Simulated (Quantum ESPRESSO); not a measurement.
**Energy of Cr along an even scaling of the cell**

System: Cr (1 atom in the cell).
Method: Kohn-Sham DFT of a periodic cell, LDA, GBRV 1.5 LDA, spin-polarised (Quantum ESPRESSO 7.5).

The 7 runs differ only in the geometry, by an even scaling of the cell at fixed fractional positions. The structure derives from a Materials Project entry.

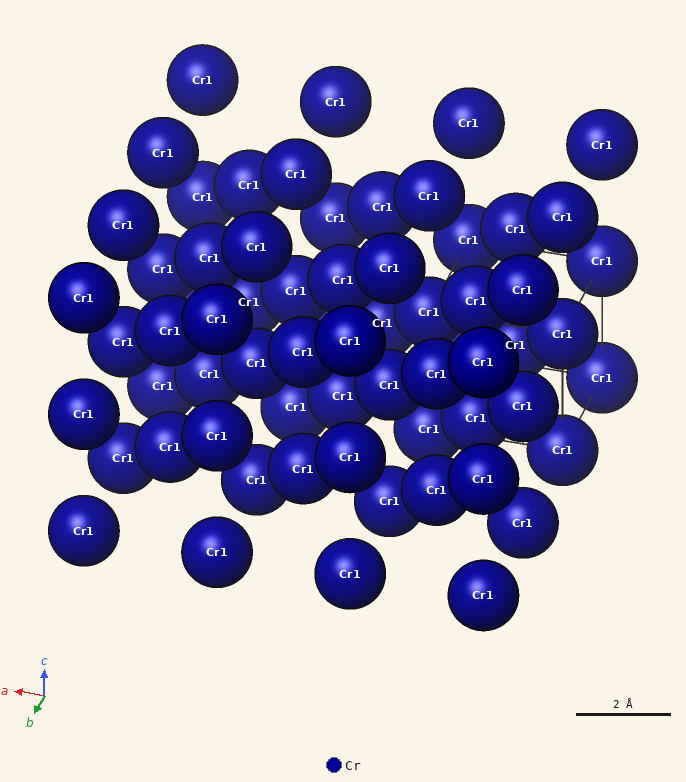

Figure 1. The structure of run 4 (spheres-only view of the cell 2 times as large as that of the calculation, set on its symmetry axes, repeated 3 × 3 × 2, seen at an oblique angle; atoms are numbered from 1 in the order of the input).

**Input of run 4**
```
&CONTROL
  calculation = 'scf'
  prefix = 'pwscf'
  outdir = './tmp'
  pseudo_dir = './pseudo'
  tstress = .true.
  disk_io = 'nowf'
/
&SYSTEM
  ibrav = 0
  nat = 1
  ntyp = 1
  ecutwfc = 45
  ecutrho = 360
  nbnd = 16
  occupations = 'smearing'
  smearing = 'fd'
  degauss = 0.00367493
  nspin = 2
  starting_magnetization(1) = 0.2143
/
&ELECTRONS
  conv_thr = 2d-10
  electron_maxstep = 120
  mixing_beta = 0.3
/
ATOMIC_SPECIES
Cr    51.9961 cr_lda_v1.5.uspp.F.UPF
CELL_PARAMETERS angstrom
  -1.4844496776    1.4844496776    1.4844496776
   1.4844496776   -1.4844496776    1.4844496776
   1.4844496776    1.4844496776   -1.4844496776
ATOMIC_POSITIONS crystal
Cr     0.0000000000    0.0000000000    0.0000000000
K_POINTS automatic
12 12 12 0 0 0
```

Command:
```bash
OMP_NUM_THREADS=1 mpirun -n 2 pw.x -nk 2 -in pw.in > pw.out
```

Run 5 differs from it as follows:
```diff
-  -1.4844496776    1.4844496776    1.4844496776
-   1.4844496776   -1.4844496776    1.4844496776
-   1.4844496776    1.4844496776   -1.4844496776
+  -1.4942807567    1.4942807567    1.4942807567
+   1.4942807567   -1.4942807567    1.4942807567
+   1.4942807567    1.4942807567   -1.4942807567
```

**Results, with one run withheld**

| run | volume per atom (Å³) | free energy per atom, from the lowest run given (meV) | pressure (GPa) |
| --- | --- | --- | --- |
| 1 | 12.299 | 0.00 | −28.96 |
| 2 | 12.561 | 49.93 | −32.29 |
| 3 | 12.823 | 105.02 | −35.21 |
| 4 | 13.084 | 164.52 | −37.76 |
| 5 | 13.346 | ? | ? |
| 6 | 13.608 | 294.66 | −41.90 |
| 7 | 13.870 | 364.35 | −43.57 |

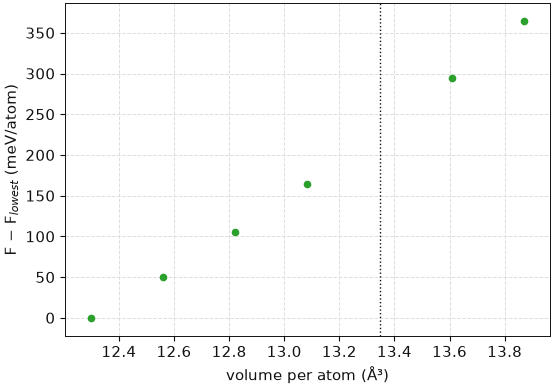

Figure 2. Free energy per atom of the runs given; the dotted line marks run 5.

Estimate the energy of run 5 from the others.

A cubic polynomial in V^(−2/3) (the Birch–Murnaghan form), fitted to the 6 runs given, misses them by at most 0.07 meV per atom. With x = V^(−2/3) − 0.18067 Å⁻², it reads F = 149.93 − 25048 x + 5.1388e+05 x² + 1.2003e+06 x³ (meV per atom). At run 5 it gives 227.92 meV per atom, and the run itself gives 227.91. The slope of the fit gives a pressure −dF/dV of −39.88 GPa there, and the run prints −39.98 GPa. The two needn't agree exactly: the fit is approximate, and the printed stress is taken on a finite basis. The fit has no minimum inside this range.

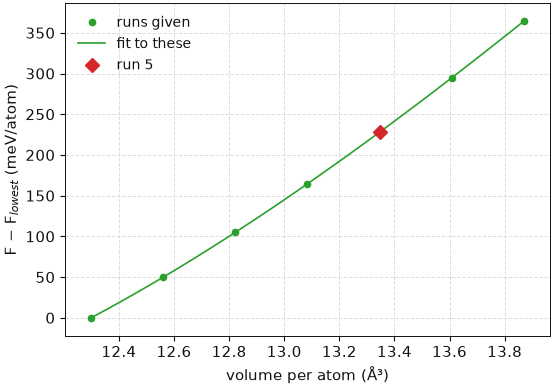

Figure 3. The fit and the withheld run.

**Some lines of the output (run 5)**
```
[...]
     total energy              =    -175.46102722 Ry
     total energy              =    -175.46314362 Ry
     total energy              =    -175.46322485 Ry
     total energy              =    -175.46311618 Ry
     total energy              =    -175.46320034 Ry
     total energy              =    -175.46321394 Ry
     total energy              =    -175.46322304 Ry
     total energy              =    -175.46322306 Ry
     total energy              =    -175.46322309 Ry
     the Fermi energy is    16.0563 ev
!    total energy              =    -175.46322309 Ry
     The total energy is F=E-TS. E is the sum of the following terms:
     Computing stress (Cartesian axis) and pressure
          total   stress  (Ry/bohr**3)                   (kbar)     P=     -399.80
```

Notes on the run: negative rho.
